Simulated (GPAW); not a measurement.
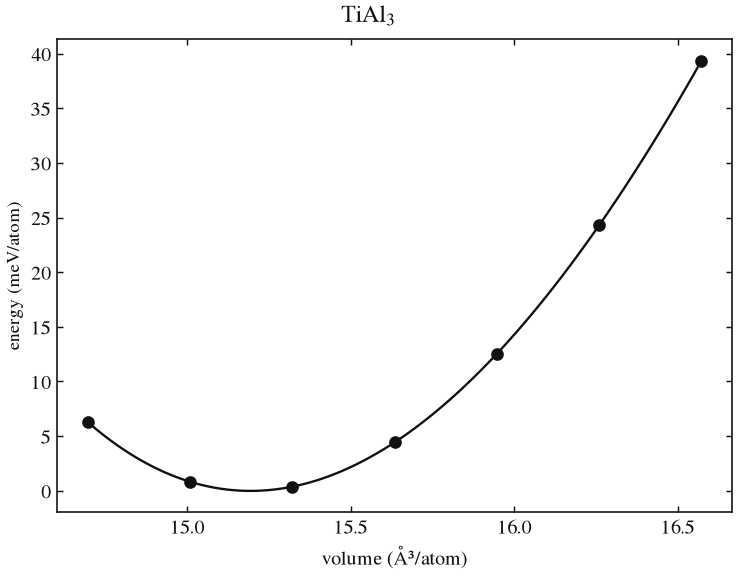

The plot gives the computed energy against volume for TiAl₃, space group I4/mmm (No. 139).

Cell as given: a = 5.062 Å, b = 5.062 Å, c = 5.062 Å, α = 135.64°, β = 135.64°, γ = 64.53°; 4 atoms.

How it was computed, with GPAW 26.7.0: PAW DFT in plane waves, on a grid or in atomic orbitals, no spin polarisation; energies at scaled volumes of the given cell, shape and fractions fixed, counted from the fit's minimum, third-order Birch-Murnaghan fit. Level: LDA.

```csv
setting,value
k mesh,7×7×7
occupations,Fermi–Dirac
smearing width,0.05 eV
potentials,GPAW PAW data sets (gpaw data 1.2.1)
wave cutoff,600 eV
program settings,basis pw
```

> What equilibrium volume and bulk modulus follow from the curve?

A third-order Birch–Murnaghan fit gives V0 = 15.19 Å³/atom, B0 = 117 GPa and B′ = 4.1.

Caveats: coarse k mesh; shape and atomic fractions are frozen while scaling, which makes layered, chain and framework solids too stiff.
